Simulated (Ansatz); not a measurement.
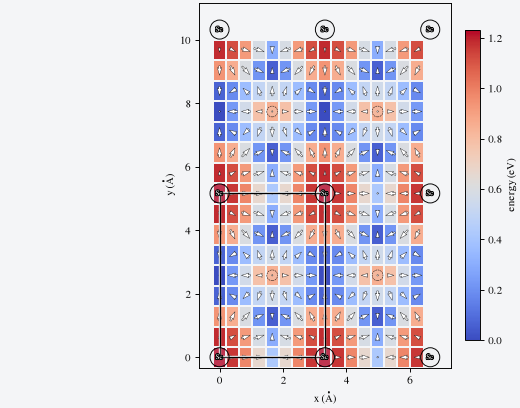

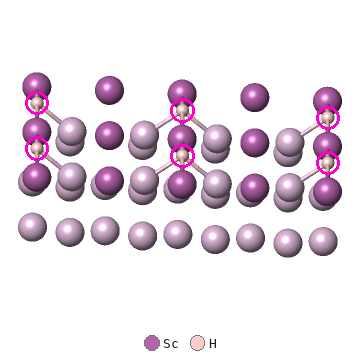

Energy landscape of H on a Sc(100) slab cut from the P6_3/mmc phase, its upper half relaxed before the scan (8 atoms of substrate and one adsorbate in a 2 × 1 cell). 
- H is moved over the surface cell; relaxed at each place: the height of the adsorbate's atoms; substrate rigid; the origin of the map has the adsorbate above Sc7.
- Places are given modulo a cell vector. The map is drawn in real space over the plane of the surface.
- The grid has 8 × 8 points; 25 points were computed and 39 follow by symmetry.
- Places are given in fractions of the 1 × 1 surface cell.
- Energies: eV, counted from the lowest grid point.
- The relaxed height changes by up to 1.1 Å between neighbouring points.
- Level of theory: DFT PBE, scalar-relativistic, plane waves, PAW in Ansatz. Settings: cutoff 420 eV, k-mesh 4×5×1, gaussian smearing 0.1 eV, no spin polarisation.

Drawn: one coloured cell a grid point, arrows along the force (downhill), their lengths compressed, labelled circles for the atoms of the top layer and small ones for the second layer, the outline of one cell of the 2 × 2 shown. The second picture is the structure at the lowest point; rings mark the moved atoms.

Where are the lowest and the highest points?

The lowest grid point is at the trough between two rows of top atoms, (0/8, 4/8) of the cell vectors. The highest grid point, the top site over a surface Sc atom, (0/8, 0/8) of the cell vectors, lies 1.23 eV above the lowest. At the lowest point the adsorbate has 2 Sc at 2.12 Å as nearest neighbours, at the highest 1 Sc at 1.88 Å. Its relaxed height above the top atom is 0.30 Å at the lowest and 1.88 Å at the highest point.

The values on the grid:

```csv
"second ↓, first →",0/8,1/8,2/8,3/8,4/8,5/8,6/8,7/8
7/8,1.19,1.12,0.92,0.58,0.30,0.58,0.92,1.12
6/8,0.94,0.86,0.60,0.21,0.06,0.21,0.60,0.86
5/8,0.06,0.18,0.36,0.50,0.56,0.50,0.36,0.18
4/8,0.00,0.23,0.56,0.78,0.86,0.78,0.56,0.23
3/8,0.06,0.18,0.36,0.50,0.56,0.50,0.36,0.18
2/8,0.94,0.86,0.60,0.21,0.06,0.21,0.60,0.86
1/8,1.19,1.12,0.92,0.58,0.30,0.58,0.92,1.12
0/8,1.23,1.17,0.98,0.66,0.42,0.66,0.98,1.17
```

Each point was launched as `ansatz run input.yaml --threads 4 --pin off --max-ram 12288MiB --backend cpu --events-out ev --progress --plain --runs-dir out`. Time for the 25 points that were run: 11 min on 4 threads of Intel(R) Xeon(R) Platinum 8175M CPU @ 2.50GHz (Skylake/Cascade Lake), with other jobs on the host.
